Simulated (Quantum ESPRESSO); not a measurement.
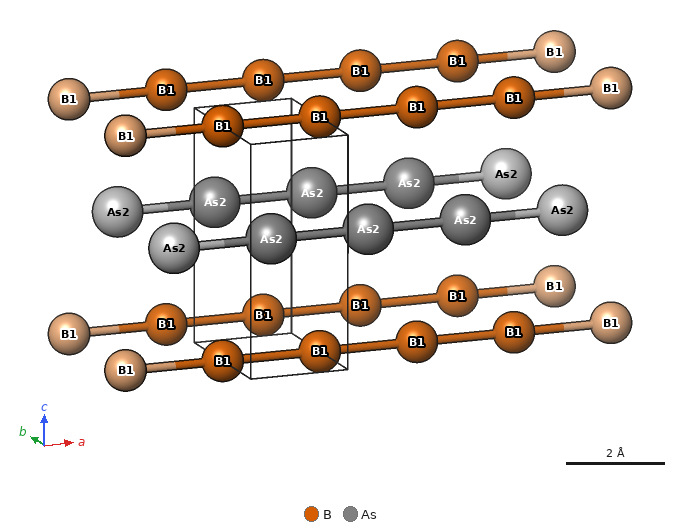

Fig. 1: The structure as given in the input (ball-and-stick view of the cell of the calculation, repeated 3 × 2 × 1, seen slightly off an axis; neighbours outside the cell are drawn fainter; atoms are numbered from 1 in the order of the input). An atom can appear more than once, as a periodic image. Near neighbours in the periodic cell (some may lie outside the picture): B has 2 B at 2.13 Å; As has 2 As at 2.13 Å.

## Run report: BAs, relaxation of cell and atoms (part 1 of 3)

BAs (Pmmm, 2 atoms in the cell), computed with Kohn-Sham DFT of a periodic cell, BLYP with D3(BJ), GBRV 1.5 LDA, no spin polarisation (Quantum ESPRESSO 7.5).

The structure was built on a prototype by a generator; it need not be a known phase.

## The input
```
&CONTROL
  calculation = 'vc-relax'
  prefix = 'pwscf'
  outdir = './tmp'
  pseudo_dir = './pseudo'
  tprnfor = .true.
  tstress = .true.
  disk_io = 'low'
  nstep = 40
  forc_conv_thr = 0.0004
  etot_conv_thr = 1d-05
/
&SYSTEM
  ibrav = 0
  nat = 2
  ntyp = 2
  ecutwfc = 45
  ecutrho = 360
  nbnd = 9
  input_dft = 'blyp'
  occupations = 'smearing'
  smearing = 'mv'
  degauss = 0.01469973
  vdw_corr = 'grimme-d3'
  dftd3_version = 4
/
&ELECTRONS
  conv_thr = 4d-10
  electron_maxstep = 120
  mixing_beta = 0.5
  mixing_mode = 'TF'
/
&IONS
  ion_dynamics = 'bfgs'
/
&CELL
  cell_dynamics = 'bfgs'
  press = 0
  press_conv_thr = 0.3
  cell_dofree = '2Dxy'
/
ATOMIC_SPECIES
B     10.8100 b_lda_v1.4.uspp.F.UPF
As    74.9216 as_lda_v1.uspp.F.UPF
CELL_PARAMETERS bohr
   4.0204855503    0.0000000000    0.0000000000
   0.0000000000    5.9981096589    0.0000000000
   0.0000000000    0.0000000000    9.3559965887
ATOMIC_POSITIONS bohr
B      0.0000000000    2.9990548295    0.0000000000
As     2.0102427752    2.9990548295    4.6779982943
K_POINTS automatic
12 8 6 1 1 1
```

Run on 1 thread of Intel Xeon (Granite Rapids), 16 GiB of memory available, shared host.

Launch command:
```bash
OMP_NUM_THREADS=1 pw.x -in pw.in > pw.out
```

## Output
```
This program is part of the open-source Quantum ESPRESSO suite
     for quantum simulation of materials; please cite
         "P. Giannozzi et al., J. Phys.:Condens. Matter 21 395502 (2009);
         "P. Giannozzi et al., J. Phys.:Condens. Matter 29 465901 (2017);
         "P. Giannozzi et al., J. Chem. Phys. 152 154105 (2020);
          URL
     in publications or presentations arising from this work. More details at

     IMPORTANT: XC functional enforced from input :
     Exchange-correlation= BLYP
                           (   1   3   1   3   0   0   0)
     Any further DFT definition will be discarded
     Please, verify this is what you really want

     Message from routine setup:
     using ibrav=0 with symmetry is DISCOURAGED, use correct ibrav instead

     G-vector sticks info
     --------------------
     sticks:   dense  smooth     PW     G-vecs:    dense   smooth      PW
     Sum         693     349    111                26037     9219    1673

     Using Slab Decomposition

     bravais-lattice index     =            0
     lattice parameter (alat)  =       4.0205  a.u.
     unit-cell volume          =     225.6228 (a.u.)^3
     number of atoms/cell      =            2
     number of atomic types    =            2
     number of electrons       =         8.00
     number of Kohn-Sham states=            9
     kinetic-energy cutoff     =      45.0000  Ry
     charge density cutoff     =     360.0000  Ry
     scf convergence threshold =      4.0E-10
     mixing beta               =       0.5000
     number of iterations used =            8  TF        mixing
     energy convergence thresh.=      1.0E-05
     force convergence thresh. =      4.0E-04
     press convergence thresh. =      3.0E-01
     Exchange-correlation= BLYP
                           (   1   3   1   3   0   0   0)
     nstep                     =           40

     celldm(1)=   4.020486  celldm(2)=   0.000000  celldm(3)=   0.000000
     celldm(4)=   0.000000  celldm(5)=   0.000000  celldm(6)=   0.000000

     crystal axes: (cart. coord. in units of alat)
               a(1) = (   1.000000   0.000000   0.000000 )
               a(2) = (   0.000000   1.491887   0.000000 )
               a(3) = (   0.000000   0.000000   2.327081 )

     reciprocal axes: (cart. coord. in units 2 pi/alat)
               b(1) = (  1.000000  0.000000  0.000000 )
               b(2) = (  0.000000  0.670292  0.000000 )
               b(3) = (  0.000000  0.000000  0.429723 )

     PseudoPot. # 1 for B  read from file:
     b_lda_v1.4.uspp.F.UPF
     Pseudo is Ultrasoft + core correction, Zval =  3.0
     Generated by new atomic code, or converted to UPF format
     Using radial grid of  781 points,  4 beta functions with:
                l(1) =   0
                l(2) =   0
                l(3) =   1
                l(4) =   1
     Q(r) pseudized with  8 coefficients,  rinner =    1.100   1.100   1.100

     PseudoPot. # 2 for As read from file:
     as_lda_v1.uspp.F.UPF
     Pseudo is Ultrasoft + core correction, Zval =  5.0
     Generated by new atomic code, or converted to UPF format
     Using radial grid of  875 points,  6 beta functions with:
                l(1) =   0
                l(2) =   0
                l(3) =   1
                l(4) =   1
                l(5) =   2
                l(6) =   2
     Q(r) pseudized with  8 coefficients,  rinner =    1.300   1.300   1.300
                                                       1.300   1.300

     atomic species   valence    mass     pseudopotential
     B                 3.00    10.81000     B ( 1.00)
     As                5.00    74.92160     As( 1.00)

      8 Sym. Ops., with inversion, found

   Cartesian axes

     site n.     atom                  positions (alat units)
         1        B      tau(   1) = (   0.0000000   0.7459434   0.0000000  )
         2        As     tau(   2) = (   0.5000000   0.7459434   1.1635406  )

     --------------------------------------------
     DFT-D3 Dispersion Correction (3-body terms):
     --------------------------------------------
       Reference C6 values for interpolation:

         atom   Coordination number   C6
         B          0.000           214.36
         B          0.971           150.74
         B          1.944           106.23
         B          2.913            62.89
         B          4.586            56.06
         As         0.000           525.90
         As         0.989           508.38
         As         1.979           482.50
         As         2.971           448.57

       Values used:

         atom   Coordination number  R0_AB[au]  C6      C8
         B          2.017            3.039    104.74   4173.69
         As         4.223            3.461    448.57  34550.01

         Molecular C6 ( Ry / a.u.^6 ) =       986.45

     number of k points=    72  Marzari-Vanderbilt smearing, width (Ry)=  0.0147
                       cart. coord. in units 2pi/alat
        k(    1) = (   0.0416667   0.0418933   0.0358102), wk =   0.0277778
        k(    2) = (   0.0416667   0.0418933   0.1074307), wk =   0.0277778
        k(    3) = (   0.0416667   0.0418933   0.1790512), wk =   0.0277778
        k(    4) = (   0.0416667   0.1256798   0.0358102), wk =   0.0277778
        k(    5) = (   0.0416667   0.1256798   0.1074307), wk =   0.0277778
        k(    6) = (   0.0416667   0.1256798   0.1790512), wk =   0.0277778
        k(    7) = (   0.0416667   0.2094663   0.0358102), wk =   0.0277778
        k(    8) = (   0.0416667   0.2094663   0.1074307), wk =   0.0277778
        k(    9) = (   0.0416667   0.2094663   0.1790512), wk =   0.0277778
        k(   10) = (   0.0416667   0.2932528   0.0358102), wk =   0.0277778
        k(   11) = (   0.0416667   0.2932528   0.1074307), wk =   0.0277778
        k(   12) = (   0.0416667   0.2932528   0.1790512), wk =   0.0277778
        k(   13) = (   0.1250000   0.0418933   0.0358102), wk =   0.0277778
        k(   14) = (   0.1250000   0.0418933   0.1074307), wk =   0.0277778
        k(   15) = (   0.1250000   0.0418933   0.1790512), wk =   0.0277778
        k(   16) = (   0.1250000   0.1256798   0.0358102), wk =   0.0277778
        k(   17) = (   0.1250000   0.1256798   0.1074307), wk =   0.0277778
        k(   18) = (   0.1250000   0.1256798   0.1790512), wk =   0.0277778
        k(   19) = (   0.1250000   0.2094663   0.0358102), wk =   0.0277778
        k(   20) = (   0.1250000   0.2094663   0.1074307), wk =   0.0277778
        k(   21) = (   0.1250000   0.2094663   0.1790512), wk =   0.0277778
        k(   22) = (   0.1250000   0.2932528   0.0358102), wk =   0.0277778
        k(   23) = (   0.1250000   0.2932528   0.1074307), wk =   0.0277778
        k(   24) = (   0.1250000   0.2932528   0.1790512), wk =   0.0277778
        k(   25) = (   0.2083333   0.0418933   0.0358102), wk =   0.0277778
        k(   26) = (   0.2083333   0.0418933   0.1074307), wk =   0.0277778
        k(   27) = (   0.2083333   0.0418933   0.1790512), wk =   0.0277778
        k(   28) = (   0.2083333   0.1256798   0.0358102), wk =   0.0277778
        k(   29) = (   0.2083333   0.1256798   0.1074307), wk =   0.0277778
        k(   30) = (   0.2083333   0.1256798   0.1790512), wk =   0.0277778
        k(   31) = (   0.2083333   0.2094663   0.0358102), wk =   0.0277778
        k(   32) = (   0.2083333   0.2094663   0.1074307), wk =   0.0277778
        k(   33) = (   0.2083333   0.2094663   0.1790512), wk =   0.0277778
        k(   34) = (   0.2083333   0.2932528   0.0358102), wk =   0.0277778
        k(   35) = (   0.2083333   0.2932528   0.1074307), wk =   0.0277778
        k(   36) = (   0.2083333   0.2932528   0.1790512), wk =   0.0277778
        k(   37) = (   0.2916667   0.0418933   0.0358102), wk =   0.0277778
        k(   38) = (   0.2916667   0.0418933   0.1074307), wk =   0.0277778
        k(   39) = (   0.2916667   0.0418933   0.1790512), wk =   0.0277778
        k(   40) = (   0.2916667   0.1256798   0.0358102), wk =   0.0277778
        k(   41) = (   0.2916667   0.1256798   0.1074307), wk =   0.0277778
        k(   42) = (   0.2916667   0.1256798   0.1790512), wk =   0.0277778
        k(   43) = (   0.2916667   0.2094663   0.0358102), wk =   0.0277778
        k(   44) = (   0.2916667   0.2094663   0.1074307), wk =   0.0277778
        k(   45) = (   0.2916667   0.2094663   0.1790512), wk =   0.0277778
        k(   46) = (   0.2916667   0.2932528   0.0358102), wk =   0.0277778
        k(   47) = (   0.2916667   0.2932528   0.1074307), wk =   0.0277778
        k(   48) = (   0.2916667   0.2932528   0.1790512), wk =   0.0277778
        k(   49) = (   0.3750000   0.0418933   0.0358102), wk =   0.0277778
        k(   50) = (   0.3750000   0.0418933   0.1074307), wk =   0.0277778
        k(   51) = (   0.3750000   0.0418933   0.1790512), wk =   0.0277778
        k(   52) = (   0.3750000   0.1256798   0.0358102), wk =   0.0277778
        k(   53) = (   0.3750000   0.1256798   0.1074307), wk =   0.0277778
        k(   54) = (   0.3750000   0.1256798   0.1790512), wk =   0.0277778
        k(   55) = (   0.3750000   0.2094663   0.0358102), wk =   0.0277778
        k(   56) = (   0.3750000   0.2094663   0.1074307), wk =   0.0277778
        k(   57) = (   0.3750000   0.2094663   0.1790512), wk =   0.0277778
        k(   58) = (   0.3750000   0.2932528   0.0358102), wk =   0.0277778
        k(   59) = (   0.3750000   0.2932528   0.1074307), wk =   0.0277778
        k(   60) = (   0.3750000   0.2932528   0.1790512), wk =   0.0277778
        k(   61) = (   0.4583333   0.0418933   0.0358102), wk =   0.0277778
        k(   62) = (   0.4583333   0.0418933   0.1074307), wk =   0.0277778
        k(   63) = (   0.4583333   0.0418933   0.1790512), wk =   0.0277778
        k(   64) = (   0.4583333   0.1256798   0.0358102), wk =   0.0277778
        k(   65) = (   0.4583333   0.1256798   0.1074307), wk =   0.0277778
        k(   66) = (   0.4583333   0.1256798   0.1790512), wk =   0.0277778
        k(   67) = (   0.4583333   0.2094663   0.0358102), wk =   0.0277778
        k(   68) = (   0.4583333   0.2094663   0.1074307), wk =   0.0277778
        k(   69) = (   0.4583333   0.2094663   0.1790512), wk =   0.0277778
        k(   70) = (   0.4583333   0.2932528   0.0358102), wk =   0.0277778
        k(   71) = (   0.4583333   0.2932528   0.1074307), wk =   0.0277778
        k(   72) = (   0.4583333   0.2932528   0.1790512), wk =   0.0277778

     Dense  grid:    26037 G-vectors     FFT dimensions: (  25,  40,  60)

     Smooth grid:     9219 G-vectors     FFT dimensions: (  18,  25,  40)

     Initial potential from superposition of free atoms

     starting charge       7.9996, renormalised to       8.0000
     Starting wfcs are    8 randomized atomic wfcs +    1 random wfcs

     Self-consistent Calculation

     iteration #  1     ecut=    45.00 Ry     beta= 0.50
     Davidson diagonalization with overlap
     ethr =  1.00E-02,  avg # of iterations =  5.3

     Threshold (ethr) on eigenvalues was too large:
     Diagonalizing with lowered threshold

     Davidson diagonalization with overlap
     ethr =  5.30E-04,  avg # of iterations =  1.3

     total energy              =     -46.33412304 Ry
     estimated scf accuracy    <       0.04241057 Ry

     iteration #  2     ecut=    45.00 Ry     beta= 0.50
     Davidson diagonalization with overlap
     ethr =  5.30E-04,  avg # of iterations =  1.2

     total energy              =     -46.33520411 Ry
     estimated scf accuracy    <       0.00744943 Ry

     iteration #  3     ecut=    45.00 Ry     beta= 0.50
     Davidson diagonalization with overlap
     ethr =  9.31E-05,  avg # of iterations =  2.1

     total energy              =     -46.33543601 Ry
     estimated scf accuracy    <       0.00134469 Ry

     iteration #  4     ecut=    45.00 Ry     beta= 0.50
     Davidson diagonalization with overlap
     ethr =  1.68E-05,  avg # of iterations =  3.1

     total energy              =     -46.33559740 Ry
     estimated scf accuracy    <       0.00005511 Ry

     iteration #  5     ecut=    45.00 Ry     beta= 0.50
     Davidson diagonalization with overlap
     c_bands:  1 eigenvalues not converged
     ethr =  6.89E-07,  avg # of iterations =  4.4

     total energy              =     -46.33563726 Ry
     estimated scf accuracy    <       0.00001862 Ry

     iteration #  6     ecut=    45.00 Ry     beta= 0.50
     Davidson diagonalization with overlap
     ethr =  2.33E-07,  avg # of iterations =  1.8

     total energy              =     -46.33564077 Ry
     estimated scf accuracy    <       0.00000078 Ry

     iteration #  7     ecut=    45.00 Ry     beta= 0.50
     Davidson diagonalization with overlap
     ethr =  9.78E-09,  avg # of iterations =  4.7

     total energy              =     -46.33564196 Ry
     estimated scf accuracy    <       0.00000009 Ry

     iteration #  8     ecut=    45.00 Ry     beta= 0.50
     Davidson diagonalization with overlap
     ethr =  1.12E-09,  avg # of iterations =  2.9

     total energy              =     -46.33564199 Ry
     estimated scf accuracy    <          3.3E-09 Ry

     iteration #  9     ecut=    45.00 Ry     beta= 0.50
     Davidson diagonalization with overlap
     ethr =  4.15E-11,  avg # of iterations =  4.8

     total energy              =     -46.33564200 Ry
     estimated scf accuracy    <          8.1E-10 Ry

     iteration # 10     ecut=    45.00 Ry     beta= 0.50
     Davidson diagonalization with overlap
     ethr =  1.02E-11,  avg # of iterations =  2.0

     End of self-consistent calculation

          k = 0.0417 0.0419 0.0358 (  1162 PWs)   bands (ev):

    -8.7141  -1.1468   0.8776   5.5955   9.0745  11.8175  12.8224  17.1180
    17.3672

          k = 0.0417 0.0419 0.1074 (  1162 PWs)   bands (ev):

    -8.6496  -2.1866   2.7122   5.7512   8.6742   9.9024  12.9963  16.6312
    17.5469

          k = 0.0417 0.0419 0.1791 (  1161 PWs)   bands (ev):

    -8.5809  -2.7915   4.9293   5.9443   7.4361   8.2674  13.1983  16.0529
    17.5917

          k = 0.0417 0.1257 0.0358 (  1153 PWs)   bands (ev):

    -8.4605  -0.8845   1.1083   3.6746   7.8403  11.9402  14.5365  15.6727
    17.4421

          k = 0.0417 0.1257 0.1074 (  1154 PWs)   bands (ev):
```
